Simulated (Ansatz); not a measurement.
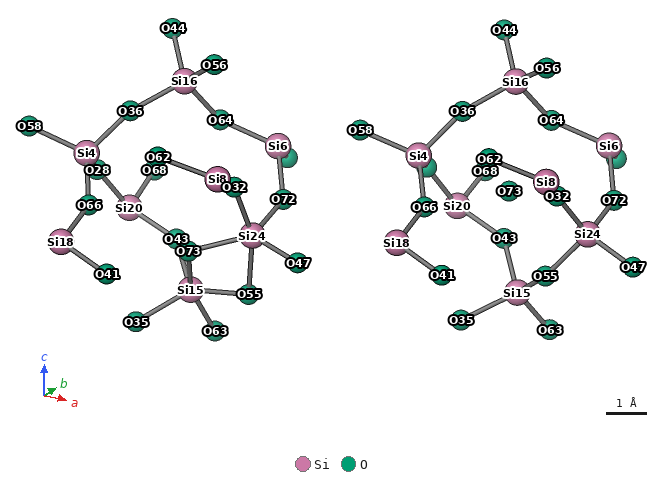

Two geometries of a defect cell of composition Si24O49 (cell charge −1), drawn at one scale. One is the start of a relaxation, the other its converged end. A ball-and-stick model of the atoms within 4.2 Å of the atom that moves most (axes of the cell of the calculation (origin shifted)), seen slightly off an axis.

Theory: DFT, PBEsol, PAW, plane waves in Ansatz 0.2.0. Settings: plane-wave cutoff 420 eV; k-point mesh 1 × 1 × 1; mesh shifted by (0.25, 0.25, 0.25); collinear spin; atoms relaxed in a fixed cell; force threshold 0.03 eV/Å; at most 80 steps.

> Which of the two is the end point?

The left one is the relaxed one. An O atom moves most: 1.65 Å roughly along [1 −1 −2]. Largest moves by element: O 1.65 Å, Si 0.17 Å. The cell stays as it was. Among the contacts that change: O–Si 2.473 → 3.662 Å, O–Si 2.807 → 1.827 Å, O–Si 2.444 → 1.708 Å, O–Si 1.642 → 1.811 Å. New bonds form, among them: O–Si (2.44 → 1.71 Å), O–Si (2.81 → 1.83 Å). Among the angles between lasting bonds that change: O–Si–O 108.4° → 159.8°, Si–O–Si 143.2° → 105.5°, O–Si–O 115.6° → 89.7°. The energy falls by 5.180 eV per cell of the calculation in 18 geometry steps. Largest force component: 4.2 eV/Å at the start, 0.017 eV/Å at the end. Cost: 29 s on 1 × NVIDIA GB300 Max-Q with 8 threads of Arm Neoverse-V2, peak memory 1.9 GiB.

Limits of the set-up: the cell is charged, on a uniform background, and energies carry no finite-size correction.
